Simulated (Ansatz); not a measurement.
Given this structure:

```
Ir
1.0
     3.80574    0.00000    0.00000
     0.00000    3.80574    0.00000
     0.00000    0.00000    3.87465
Ir
4
Cartesian
  1.9029 0.0000 1.9373
  0.0000 0.0000 3.8746
  0.0000 1.9029 1.9373
  1.9029 1.9029 3.8746
```

### Give a crystallographic description of this input.

The element is iridium. Strictly the space group is I4/mmm (No. 139, within 0.01 Å). It is a distorted form of a face-centred cubic structure, space group Fm-3m (No. 225) within 0.25 Å: face-centred cubic (Cu type). The cell holds four atoms. Ir is linked to twelve Ir in a cuboctahedral arrangement at 2.69 to 2.72 Å. The bonds build a three-dimensional framework.

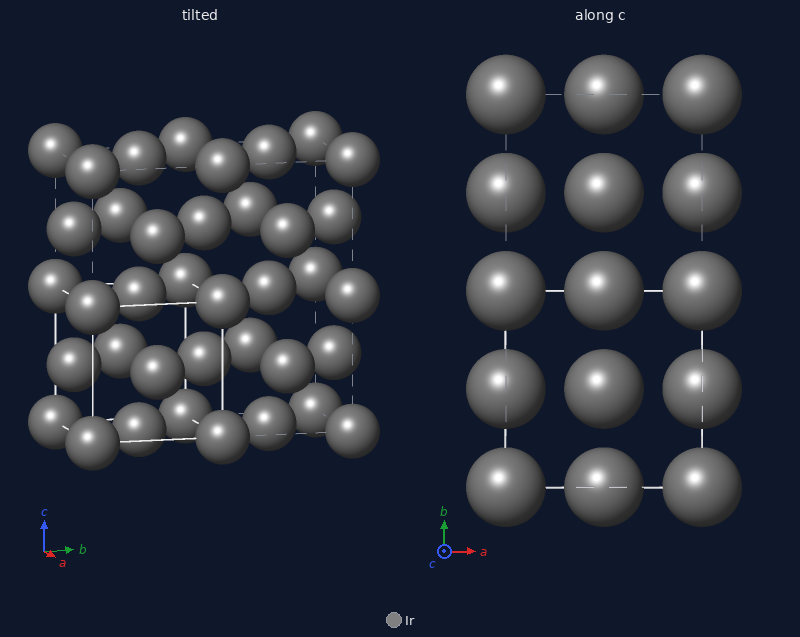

An orthographic spheres-only view of the structure, slightly off an axis and along the c axis. 1×2×2 cells are drawn; the solid outline is the drawn cell (a repeat of the simulation cell). Colours: iridium grey.

It goes back to a structure listed in the Materials Project. It was relaxed with DFT r2SCAN, scalar-relativistic, plane waves, PAW in Ansatz 0.2.0 under a constraint or pressure on the cell, so some stress remains.

At this level of theory the run's own cell isn't at rest (compressed, at 5 GPa), so its distances can differ from those at equilibrium, the more so the softer the solid.
